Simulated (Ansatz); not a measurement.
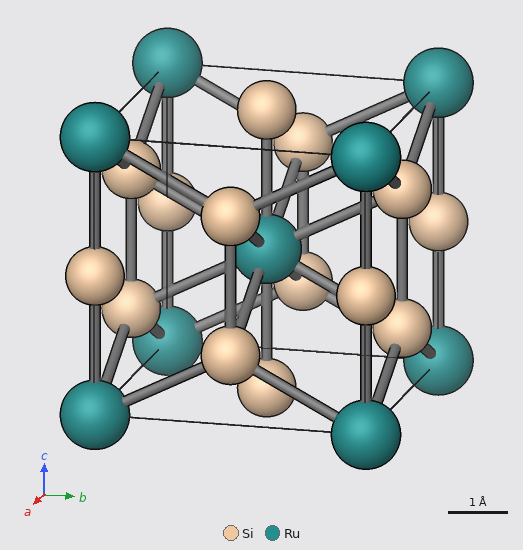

An orthographic ball-and-stick view of the structure, slightly off an axis. Thin lines show the conventional unit cell, with boundary atoms drawn in all their periodic places. Cell: a = 4.76 Å, b = 4.76 Å, c = 4.90 Å, α = 90.00°, β = 90.00°, γ = 90.00°.

The model was built from a random cell made by a generator, so it need not be a real form of the compound. Earlier steps of the study may have refined or changed the cell and positions. Ansatz was used for an electronic-structure calculation on it.

### Describe the crystal.

The material is Si₃Ru. The atoms follow space group I4/mmm (No. 139); the Bravais lattice is body-centred tetragonal. With Z = 2, the cell contains 6 Si, 2 Ru. Coordination numbers (contacts within bonding distance): Si 2 to 6 (mean 4.7) and Ru 10.

Computational set-up: DFT PBE, scalar-relativistic, plane waves, PAW in Ansatz, a plane-wave cutoff of 420 eV, k-points about 0.13 Å⁻¹ apart, Gaussian smearing of 0.1 eV, no spin polarisation.

### What is the electronic character?

A metal: bands cross the Fermi level.

### What charge does Bader's analysis assign to each element?

Si +0.13 to +0.19 e; Ru -0.45 e.

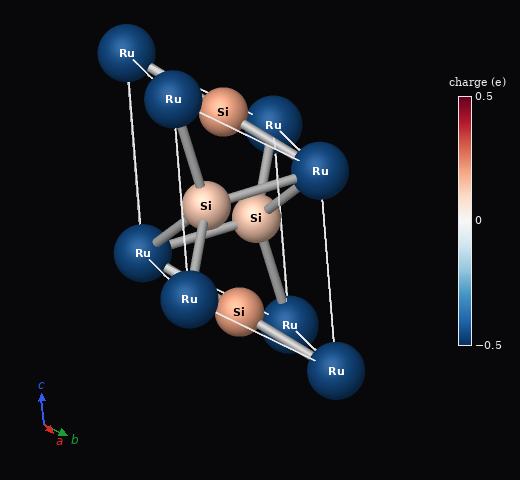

The atoms coloured by those charges. The run's cell of 4 atoms is drawn, so axes and origin can differ from the first picture.

### Is the structure relaxed at this level of theory?

Yes. All forces vanish to within 0.01 eV/Å. The pressure is 0.0 GPa, close to zero.
